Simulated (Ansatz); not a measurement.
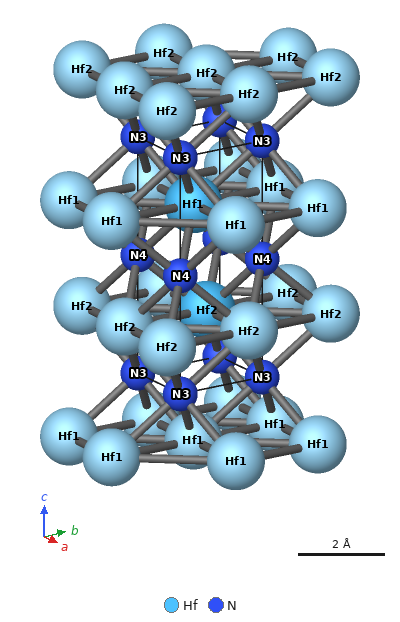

**Figure 1.** The input geometry (ball-and-stick view of the cell of the calculation, seen slightly off an axis; neighbours outside the cell are drawn fainter; atoms are numbered from 1 in the order of the input). An atom can appear more than once, as a periodic image.

Geometry relaxation, with input and output: HfN

HfN (P6₃/mmc, 4 atoms in the cell), computed with DFT PBEsol, scalar-relativistic, plane waves, PAW, no spin polarisation (Ansatz 0.2.0).

The structure derives from a Materials Project entry. It belongs to a series of runs on one base structure; here: biaxial strain in the a-b plane, c and atoms relaxed: -6.0 %. Figures and captions count atoms from 1; the log counts them from 0 in places.

Output:
```
Engine: ansatz 0.2.0, x86_64-unknown-linux-gnu
Pseudopotentials: kind: paw
Pseudopotential: Hf, paw, valence charge 26, recommended cutoff 420 eV (normal), Hf.paw.azcp
Pseudopotential: N, paw, valence charge 5, recommended cutoff 420 eV (normal), N.paw.azcp
Functional definition: PBEsol
  exchange = pbesol_x
  correlation = pbesol_c
Crystal: 4 atoms, lattice volume = 41.808 Å³
Basis set: ecut = 420 eV, 811 PW (Γ), exchange–correlation on 40×40×80 points (8 copies of the dense FFT grid, shifted against one another)
Bands: 38, of which v1, the nominal top of the filled ones, is band 31 counted from 1 (30 counted from 0)
Symmetry: 24 space group operations
Space group: P63/mmc (ITA 194), of the structure as read, at distance tolerance 3.5e-5 Å
k-points: 222 of 3240
Non-local potential: Hf, projectors of the file, l = 0: 3, l = 1: 2, l = 2: 2, l = 3: 3
Non-local potential: N, projectors of the file, l = 0: 2, l = 1: 2, l = 2: 1
PAW form: soft (Blöchl's): semilocal exchange-correlation on the pseudo side does not see the compensation charge
PAW frozen core: Hf, regenerated for the run's functional, and the local potential with it (the file was generated under x = pbe(κ = 0.804, μ = 0.2195149727645171), c = pbe(β = 0.06672455060314922))
PAW frozen core: N, regenerated for the run's functional, and the local potential with it (the file was generated under x = pbe(κ = 0.804, μ = 0.2195149727645171), c = pbe(β = 0.06672455060314922))
PAW one-centre angular grid: Hf, 590 points (default); XC on 64 Gauss nodes
PAW one-centre angular grid: N, 110 points (default); XC on 64 Gauss nodes
Initial density: superposition of atomic densities (neutral atoms: chi_scale 0, normalization atom), corrected by the library's trained network
Initial wavefunctions: pseudopotential atomic-orbital guess
Functional: x = pbesol(κ = 0.804, μ = 0.12345679012345678), c = pbesol(β = 0.046)
SCF iter   1: F=—  HF=-31959.700402 eV  |F-HF|=—  |Δ(HF+E_count)|=         —  Δρ=8.24e-3  dr2=1.86e-2  ethr=1.77e-3  ⟨swp⟩=5.5  Hψ=28462  notcnv=0  defer=155
preconditioner: auto → Kerker (q_TF=auto, 2.913 Å⁻¹)  [metal: Δε(μ)=0.025 eV  Ē_g=18.658 eV  σ=0.100 eV  W_gap=0.14  n_scr=22 (ndim 8)  ℏωp=43.7 eV  f_vac=0.000  D(μ)=1.16/eV (n_scr^D=2)]
SCF iter   2: F=—  HF=-31959.698209 eV  |F-HF|=—  |Δ(HF+E_count)|=   2.19e-3  Δρ=3.75e-3  dr2=3.51e-3  ethr=3.00e-5  ⟨swp⟩=2.0  Hψ=11506  notcnv=0  defer=164
SCF iter   3: F=—  HF=-31959.698261 eV  |F-HF|=—  |Δ(HF+E_count)|=   5.18e-5  Δρ=1.27e-3  dr2=5.68e-4  ethr=5.67e-6  ⟨swp⟩=2.1  Hψ=10803  notcnv=0  defer=164
SCF iter   4: F=—  HF=-31959.698211 eV  |F-HF|=—  |Δ(HF+E_count)|=   4.98e-5  Δρ=2.44e-4  dr2=2.38e-5  ethr=9.16e-7  ⟨swp⟩=2.2  Hψ=14242  notcnv=0  defer=164
SCF iter   5: F=—  HF=-31959.698220 eV  |F-HF|=—  |Δ(HF+E_count)|=   8.86e-6  Δρ=2.05e-4  dr2=1.35e-5  ethr=3.83e-8  ⟨swp⟩=3.0  Hψ=16904  notcnv=0  defer=164
SCF iter   6: F=—  HF=-31959.698210 eV  |F-HF|=—  |Δ(HF+E_count)|=   9.37e-6  Δρ=5.45e-5  dr2=1.09e-6  ethr=2.18e-8  ⟨swp⟩=2.0  Hψ=14932  notcnv=0  defer=164
SCF iter   7: F=—  HF=-31959.698210 eV  |F-HF|=—  |Δ(HF+E_count)|=   9.18e-7  Δρ=9.87e-6  dr2=3.85e-8  ethr=1.61e-10  ⟨swp⟩=14.0  Hψ=78828  notcnv=0
SCF iter   8: F=-31959.698209 eV  HF=-31959.698209 eV  |F-HF|=2.69e-10  |Δ(HF+E_count)|=   5.87e-8  Δρ=1.69e-6  dr2=9.07e-10  ethr=6.20e-11  ⟨swp⟩=9.7  Hψ=64255  notcnv=0
SCF 1 converged in 8 iterations: F = -31959.698209 eV  dr2 = 9.07e-10
  greatest PAW one-centre occupation: 0.998 electrons in one spin orbital (limit 2), on the Hf atom at site 1 (counted from 0), in its partial waves of l = 0
relax step   1: F+E_penalty+E_count = -31959.69820945 eV  Δ(F+E_penalty+E_count) = +0.000e0 eV  max|allowed force component| = 1.480e-16 eV/Å  Δτ_max = 0.0000 Å  P = +29.224 GPa  Ω = 41.808 Å³  fix = [a, b, gamma]  reactions: a +43.824, b +43.824 GPa  (8 SCF iters, dr2 threshold 1.00e-7 eV, accepted)
Crystal: 4 atoms, lattice volume = 41.811 Å³
Initial density: handed on by an earlier stage of this run
Initial wavefunctions: those handed on with the density
iter 1 solved again at ethr=8.89e-11 eV; its pass at ethr=3.10e-3 eV (dr2=5.51e-8 eV) is discarded
SCF iter   1: F=—  HF=-31959.698174 eV  |F-HF|=—  |Δ(HF+E_count)|=         —  Δρ=1.19e-5  dr2=5.43e-8  ethr=8.89e-11  ⟨swp⟩=2.2  Hψ=36434  notcnv=0
preconditioner: auto → Kerker (q_TF=auto, 2.913 Å⁻¹)  [metal: Δε(μ)=0.036 eV  Ē_g=18.658 eV  σ=0.100 eV  W_gap=0.20  n_scr=22 (ndim 8)  ℏωp=43.7 eV  f_vac=0.000  D(μ)=1.15/eV (n_scr^D=2)]
SCF iter   2: F=—  HF=-31959.698201 eV  |F-HF|=—  |Δ(HF+E_count)|=   2.66e-5  Δρ=3.54e-6  dr2=4.27e-9  ethr=8.76e-11  ⟨swp⟩=2.0  Hψ=13538  notcnv=0
SCF iter   3: F=-31959.698201 eV  HF=-31959.698201 eV  |F-HF|=5.02e-10  |Δ(HF+E_count)|=  4.77e-10  Δρ=1.64e-6  dr2=1.01e-9  ethr=2.26e-12  ⟨swp⟩=8.8  Hψ=55589  notcnv=0
SCF 2 converged in 3 iterations: F = -31959.698201 eV  dr2 = 1.01e-9
relax step   2: F+E_penalty+E_count = -31959.69820106 eV  Δ(F+E_penalty+E_count) = +8.391e-6 eV  max|allowed force component| = 1.365e-16 eV/Å  Δτ_max = 0.0000 Å  P = +29.203 GPa  Ω = 41.811 Å³  energy of the carried Pulay correction = -8.466e-6 eV  fix = [a, b, gamma]  reactions: a +43.810, b +43.810 GPa  (3 SCF iters, dr2 threshold 1.40e-9 eV, accepted)
Initial wavefunctions: pseudopotential atomic-orbital guess (no wavefunctions were taken with the density)
iter 1 solved again at ethr=9.54e-9 eV; its pass at ethr=3.10e-3 eV (dr2=5.91e-6 eV) is discarded
SCF iter   1: F=—  HF=-31959.698186 eV  |F-HF|=—  |Δ(HF+E_count)|=         —  Δρ=1.91e-6  dr2=1.09e-9  ethr=9.54e-9  ⟨swp⟩=4.9  Hψ=62340  notcnv=0
SCF iter   2: F=—  HF=-31959.698213 eV  |F-HF|=—  |Δ(HF+E_count)|=   2.68e-5  Δρ=1.22e-6  dr2=5.22e-10  ethr=1.76e-12  ⟨swp⟩=4.2  Hψ=23602  notcnv=0
SCF iter   3: F=—  HF=-31959.698213 eV  |F-HF|=—  |Δ(HF+E_count)|=  9.46e-11  Δρ=6.73e-7  dr2=1.83e-10  ethr=1.00e-12  ⟨swp⟩=2.0  Hψ=13877  notcnv=0
SCF iter   4: F=—  HF=-31959.698213 eV  |F-HF|=—  |Δ(HF+E_count)|=  4.73e-11  Δρ=2.96e-7  dr2=2.48e-11  ethr=1.00e-12  ⟨swp⟩=1.1  Hψ=8459  notcnv=0
SCF iter   5: F=-31959.698213 eV  HF=-31959.698213 eV  |F-HF|=3.64e-12  |Δ(HF+E_count)|=  3.64e-12  Δρ=6.21e-8  dr2=8.82e-13  ethr=1.00e-12  ⟨swp⟩=6.9  Hψ=48610  notcnv=0
SCF 3 converged in 5 iterations: F = -31959.698213 eV  dr2 = 8.82e-13
relax step   3: F+E_penalty+E_count = -31959.69821291 eV  Δ(F+E_penalty+E_count) = -1.185e-5 eV  max|allowed force component| = 1.365e-16 eV/Å  Δτ_max = 0.0000 Å  P = +29.203 GPa  Ω = 41.811 Å³  fix = [a, b, gamma]  reactions: a +43.810, b +43.810 GPa  stress off target by 1.25e-2 GPa on what of the cell is left free  SCF on the basis re-selected at this cell (its energy is not comparable with the rows above)  (5 SCF iters)
```

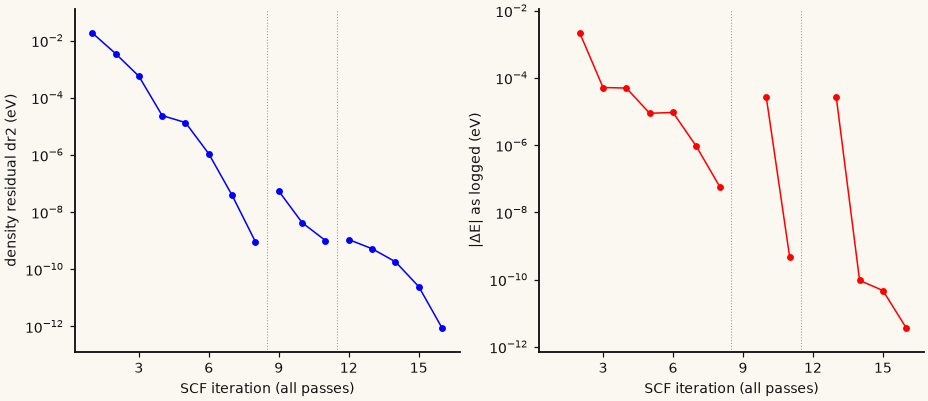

**Figure 2.** Convergence of the self-consistent field: density residual dr2 and size of the energy change against the SCF iteration. The dotted lines part the SCF passes of the relaxation: geometry steps, rejected trials and re-solves on a re-selected basis. The passes take 8, 3 and 5 iterations.

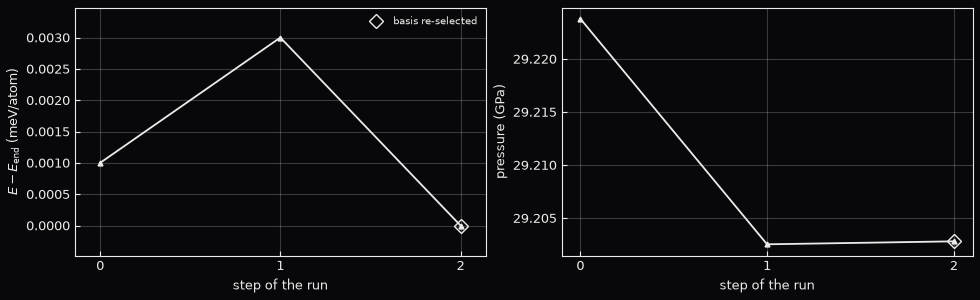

**Figure 3.** Progress of the relaxation, step by step (the first geometry is step 0 here and step 1 in the log). No atom moves by more than 0.005 Å. The lattice vectors keep their values. The space group stays P6_3/mmc (No. 194). After 1 geometry step the energy has risen by next to nothing (0.0 meV per atom). All forces vanish by symmetry, so only the cell relaxes. Pressure: 29.22 GPa at the start and 29.20 GPa at the end. A last SCF at the same geometry on a re-selected plane-wave basis shifts the energy by next to nothing (0.0 meV per atom). (Atoms are counted from 1 in the order of the input.)

```
basis re-selected at this cell: Δ(F+E_penalty+E_count) = -1.185e-5 eV, ΔP = +0.000 GPa vs the last step (what re-selecting the basis moved, of the pressure what is left beyond the Pulay correction that the steps carried, after the strain that the cell walked since its last selection, with what the two solves' SCF thresholds leave and, on support functions, any second-order correction that the steps lacked; it is no measure of the basis error at this ecutwfc). This SCF's stress stands 1.25e-2 GPa from its target on what of the cell is left free (relax.cell.stress_tol is 1.50e-2 GPa) and its largest allowed force component is 1.36e-16 eV/Å (relax.f_tol is 8.00e-3 eV/Å): within both
SCF converged after 5 iterations
Free energy (F): -31959.698213 eV
Harris-Foulkes:  -31959.698213 eV  (|F-HF|=3.64e-12)
Internal energy: -31959.692481 eV  (E = F + TS)
E sigma→0 (E₀):  -31959.695347 eV
Entropy (-TS):   -0.005731 eV (-1.433 meV/atom)
Fermi energy:    25.507255 eV
--- Per-component energies (eV) ---
  E_band       = 514.731059
  E_kinetic    = 1130.241405
  E_local      = -8919.998404  (includes V_loc(G=0)·N_el)
  E_nonlocal   = -2382.685263
  E_hartree    = 4294.806238
  E_xc         = -723.007358
  E_vxc        = -695.498345  (∫ρ·V_xc dr)
  E_paw        = -13863.560968  (= ΣΔE_a)
  E_vpaw       = 2793.059040  (= ΣTr[D̂ρ^β])
  E_aug_tail   = 0.000191  (compensation charges beyond the density's cutoff)
  E_ewald      = -11498.046703
  E_core_change = 2.558381  (= ΣΔE_core)
  E_smearing   = -0.005731  (= −TS)
  E_closure    = -0.000000  (closes the sum)
  Σ components = -31959.698213   (vs F -31959.698213, Δ=0.00e0)
--- Forces (eV/Å), atoms counted from 1 ---
  atom   1  Hf    -0.00000000    -0.00000000     0.00000000
  atom   2  Hf     0.00000000     0.00000000     0.00000000
  atom   3  N      0.00000000     0.00000000     0.00000000
  atom   4  N      0.00000000     0.00000000    -0.00000000
  max |Σ_I F_I| component: 2.78e-17 eV/Å
--- Stress (GPa, compression-positive) ---
       43.810457      -0.000000       0.000000
       -0.000000      43.810457       0.000000
        0.000000       0.000000      -0.012484
  P = ⅓ Tr σ = 29.2028 GPa (292.028 kbar)
--- Band table (eV; the first three rows and the last of 222) ---
  k-point 0: bands = ["-36.3164", "-36.2663", "-5.9016", "-4.8701", "-4.5308", "-4.5308", "-4.4897", "-4.4897", "8.0968", "11.3352", "13.7246", "13.8046", "13.8081", "13.8103", "13.8103", "13.8843", "13.8843", "13.9188", "13.9188", "13.9322", "13.9322", "13.9740", "13.9751", "13.9852", "16.5736", "21.2618", "21.2618", "22.4366", "22.4366", "23.3700", "23.7776", "26.4099", "26.4099", "27.8417", "28.2711", "28.4987", "28.4987", "31.1644"]
  k-point 1: bands = ["-36.3151", "-36.2675", "-5.8789", "-4.8984", "-4.5298", "-4.5298", "-4.4907", "-4.4907", "8.1621", "11.2227", "13.7307", "13.8041", "13.8099", "13.8112", "13.8112", "13.8801", "13.8801", "13.9202", "13.9202", "13.9344", "13.9344", "13.9720", "13.9740", "13.9751", "16.7174", "21.2742", "21.2742", "22.3765", "22.3765", "22.6600", "24.4478", "26.5304", "26.5304", "27.8241", "28.3515", "28.5709", "28.5709", "31.0610"]
  k-point 2: bands = ["-36.3116", "-36.2711", "-5.8123", "-4.9794", "-4.5269", "-4.5269", "-4.4936", "-4.4936", "8.3533", "10.9172", "13.7452", "13.8028", "13.8138", "13.8138", "13.8151", "13.8700", "13.8700", "13.9242", "13.9242", "13.9388", "13.9388", "13.9415", "13.9741", "13.9750", "17.1129", "21.3131", "21.3131", "21.7663", "22.2226", "22.2226", "25.2226", "26.8646", "26.8646", "27.7633", "28.5849", "28.7676", "28.7676", "30.7859"]
  k-point 221: bands = ["-36.1588", "-36.1588", "-5.6079", "-5.6079", "-5.5301", "-5.5301", "-4.9094", "-4.9094", "10.4873", "10.4873", "13.8195", "13.8195", "13.8689", "13.8689", "13.8897", "13.8897", "13.8983", "13.8983", "13.9275", "13.9275", "13.9296", "13.9296", "14.0148", "14.0148", "18.0277", "18.0277", "20.2107", "20.2107", "21.2866", "21.2866", "26.4334", "26.4334", "29.9402", "29.9402", "31.2083", "31.2083", "32.0509", "32.0509"]
--- Relaxed structure (2 steps of the walk, 2 accepted, 1 SCFs on fresh bases) ---
  F+E_penalty+E_count = -31959.69821291 eV   max|allowed force component| = 1.365e-16 eV/Å   (the final SCF, on the basis selected at the relaxed cell)
  cell:  # Å, volume = 41.8105 Å³
    - [2.940044866095024, -2.886754624217977e-11, 0.0]
    - [-1.470022433022512, 2.546153542318743, 0.0]
    - [0.0, 0.0, 5.585310432924836]
  atoms:
    - { symbol: Hf, position: [0.6666666666666667, 0.33333333333333326, 0.7499999999999999] }
    - { symbol: Hf, position: [0.3333333333333333, 0.6666666666666666, 0.24999999999999994] }
    - { symbol: N, position: [-1.643939976281944e-35, -9.849057569080953e-36, 0.0] }
    - { symbol: N, position: [-1.5257512854565492e-35, -7.485283752532858e-36, 0.4999999999999999] }
```

Trajectory as extended XYZ (Å, eV, eV/Å), 3 frames, from step=1 to step=3:
```
4
Lattice="2.9400 0.0000 0.0000 -1.4700 2.5462 0.0000 0.0000 0.0000 5.5850" Properties=species:S:1:pos:R:3:forces:R:3 step=1 energy=-31959.69821 pressure_GPa=29.22
Hf    1.4700    0.8487    4.1888    0.0000   0.0000   0.0000
Hf    0.0000    1.6974    1.3963    0.0000   0.0000   0.0000
N     0.0000    0.0000    0.0000    0.0000   0.0000   0.0000
N     0.0000    0.0000    2.7925    0.0000   0.0000   0.0000
4
Lattice="2.9400 0.0000 0.0000 -1.4700 2.5462 0.0000 0.0000 0.0000 5.5853" Properties=species:S:1:pos:R:3:forces:R:3 step=2 energy=-31959.69820 pressure_GPa=29.20
Hf    1.4700    0.8487    4.1890    0.0000   0.0000   0.0000
Hf    0.0000    1.6974    1.3963    0.0000   0.0000   0.0000
N     0.0000    0.0000    0.0000    0.0000   0.0000   0.0000
N     0.0000    0.0000    2.7927    0.0000   0.0000   0.0000
4
Lattice="2.9400 0.0000 0.0000 -1.4700 2.5462 0.0000 0.0000 0.0000 5.5853" Properties=species:S:1:pos:R:3:forces:R:3 step=3 energy=-31959.69821 pressure_GPa=29.20
Hf    1.4700    0.8487    4.1890    0.0000   0.0000   0.0000
Hf    0.0000    1.6974    1.3963    0.0000   0.0000   0.0000
N     0.0000    0.0000    0.0000    0.0000   0.0000   0.0000
N     0.0000    0.0000    2.7927    0.0000   0.0000   0.0000
```

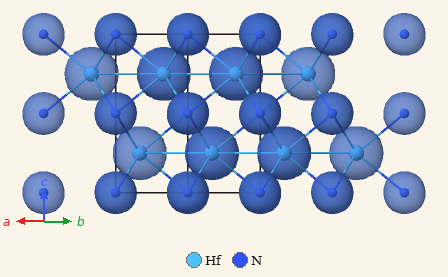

**Figure 4.** Isosurface of the valence electron density at 1 e/Å³ (blue), seen along [110]. Sticks mark near contacts. The outline is the cell set on symmetry axes. At this value the density breaks into separate islands; it holds about 80 % of the electrons treated as valence (semicore included). It is pinched off along the Hf–N (2.20 Å) and Hf–Hf (2.94 Å) contacts. On the grid the lowest density along these lines, outside the cores, is 0.58 e/Å³ (Hf–N, 2.20 Å) and 0.25 e/Å³ (Hf–Hf, 2.94 Å). In a PAW calculation such maps are meaningful between the atoms, not at the nuclei.

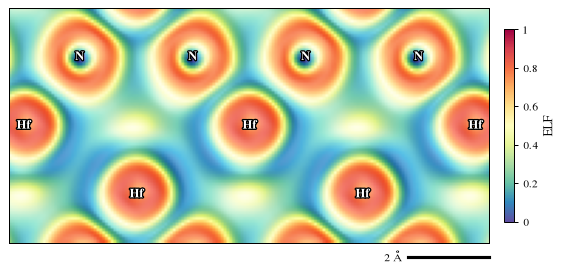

**Figure 5.** ELF on the (110) plane of the conventional cell. Hf–N (2.20 Å): the ELF peaks at about 0.80 in the valence shell of N, 0.7 Å from its nucleus, and drops to about 0.15 between the two atoms (a polar contact without a shared pair, in a metal). The strong features right at Hf lie inside the PAW spheres (semicore, d or f shells) and say nothing about bonding.

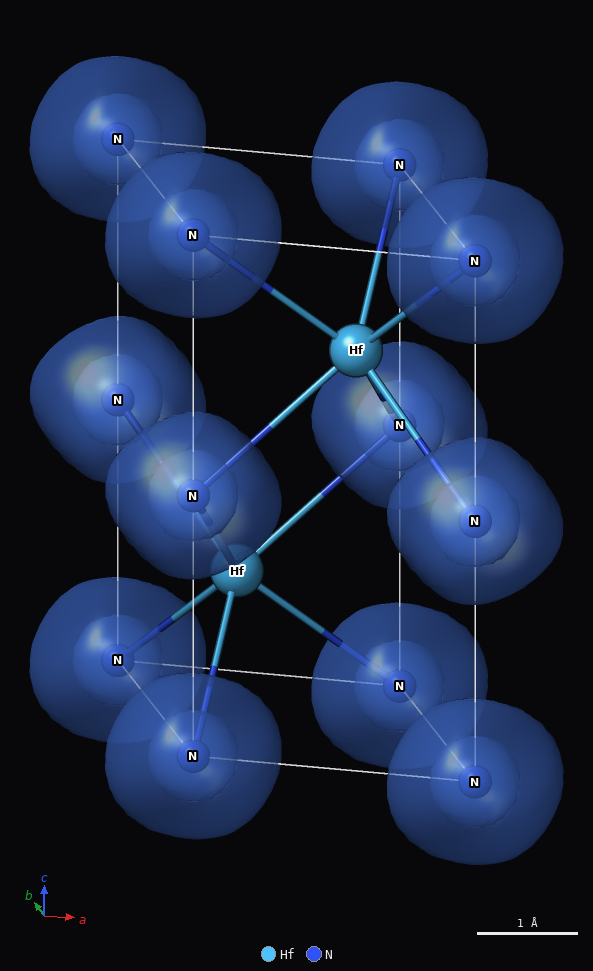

**Figure 6.** Isosurface of the electron localisation function at 0.7 (blue), seen slightly off an axis. Core shells and regions of very low density are left out. Sticks mark near contacts. The outline is the cell set on symmetry axes. Profiles from the grid: Hf–N (2.20 Å): the ELF peaks at about 0.80 in the valence shell of N, 0.7 Å from its nucleus, and drops to about 0.15 between the two atoms (no shared pair; the contact is polar). Hf–Hf (2.94 Å): the ELF is about 0.15 at the midpoint (no localised pair between them).

The run was set up as follows.

The input:
```yaml
crystal:
  lattice:
    - [2.9400448661, 0.0, 0.0]
    - [-1.470022433, 2.5461535423, 0.0]
    - [0.0, 0.0, 5.5850096223]
  atoms:
    - { symbol: Hf, position: [0.6666666667, 0.3333333333, 0.75] }
    - { symbol: Hf, position: [0.3333333333, 0.6666666667, 0.25] }
    - { symbol: "N", position: [0.0, 0.0, 0.0] }
    - { symbol: "N", position: [0.0, 0.0, 0.5] }
basis:
  ecutwfc: 420
kpoints:
  mp_grid: { grid: [18, 18, 10] }
hamiltonian:
  xc: pbesol
scf:
  occupations: { method: gaussian, width: 0.1 }
output:
  forces: true
  stress: true
  eigenvalues: true
  write_density: true
  write_potential: true
  elf: true
  volumetric_format: npy
relax:
  adjacent_minimum: "off"
  f_tol: 0.008
  max_steps: 40
  cell: { stress_tol: 0.015, fix: [a, b, gamma] }
```

Command:
```bash
ansatz run input.yaml --threads 1 --pin off --max-ram 2560MiB --backend cpu --events-out ev --progress --plain --runs-dir out
```

Summary:

| quantity | value |
| --- | --- |
| outcome | converged |
| space group (tolerance 0.01 Å) | P6₃/mmc (194) |
| electrons treated | 62 |
| free energy | −31959.6982 eV |
| Fermi energy | 25.507 eV |
| gap on the k-point mesh | none (metallic) |
| pressure | 29.20 GPa |
| final volume | 41.81 Å³ |
| largest force (length of the vector) at the end | under 0.001 eV/Å |
| final cell | a = 2.940 Å, b = 2.940 Å, c = 5.585 Å, α = 90.00°, β = 90.00°, γ = 120.00° |
| hardware | 1 thread of Intel Xeon @ 2.50GHz (Skylake/Cascade Lake), 32 GiB of memory available, shared host |
| wall time | 60 s |
| peak memory | 0.6 GiB |

Remarks:

Spin–orbit coupling is left out, which matters for Hf.
